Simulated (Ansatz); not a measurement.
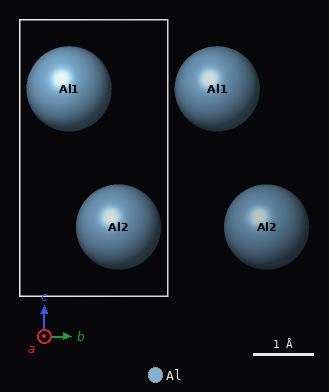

This is the input geometry for a relaxation of crystalline Al (set up in P6_3/mmc). A spheres-only model of the cell of the calculation, repeated 1 × 2 × 1 with one cell outlined, seen along the a axis.

Case: biaxial strain in the a-b plane of +2.0 %; c and atoms relaxed.

The calculation used DFT PBE+D3(BJ), scalar-relativistic, plane waves, PAW (Ansatz).

Input
```yaml
crystal:
  lattice:
    - [2.8599001185, 0.0, 0.0]
    - [-1.4299500592, 2.4767461549, 0.0]
    - [0.0, 0.0, 4.6202816179]
  atoms:
    - { symbol: Al, position: [0.6666666667, 0.3333333333, 0.75] }
    - { symbol: Al, position: [0.3333333333, 0.6666666667, 0.25] }
basis:
  ecutwfc: 420
kpoints:
  mp_grid: { grid: [24, 24, 12] }
hamiltonian:
  xc: pbe
  dispersion: d3bj
scf:
  occupations: { method: gaussian, width: 0.1 }
output:
  forces: true
  stress: true
  eigenvalues: true
  write_density: true
  write_potential: true
  elf: true
  volumetric_format: npy
relax:
  adjacent_minimum: "off"
  f_tol: 0.008
  max_steps: 40
  cell: { stress_tol: 0.015, fix: [a, b, gamma] }
```

Launched with:
```bash
ansatz run input.yaml --threads 1 --pin off --max-ram 2560MiB --backend cpu --events-out ev --progress --plain --runs-dir out
```

What does the optimiser find from here?

Answer. No atom moves by more than 0.005 Å relative to the cell. The drawn cell changes as follows: a = b unchanged at 2.860 Å, c 4.620 → 4.597 Å (−0.5 %); the volume changes by −0.5 %. Some distances before and after: Al1–Al2 2.840 → 2.830 Å. The space group stays P6_3/mmc (No. 194). Over 3 accepted moves (4 points after the start) the energy falls by 0.2 meV per atom. All forces vanish by symmetry, so only the cell relaxes. The pressure goes from −2.15 to −1.78 GPa. At 1 point the geometry stayed and the basis and grid were re-selected for the new cell (energy shift of less than 0.05 meV per atom at most each time).
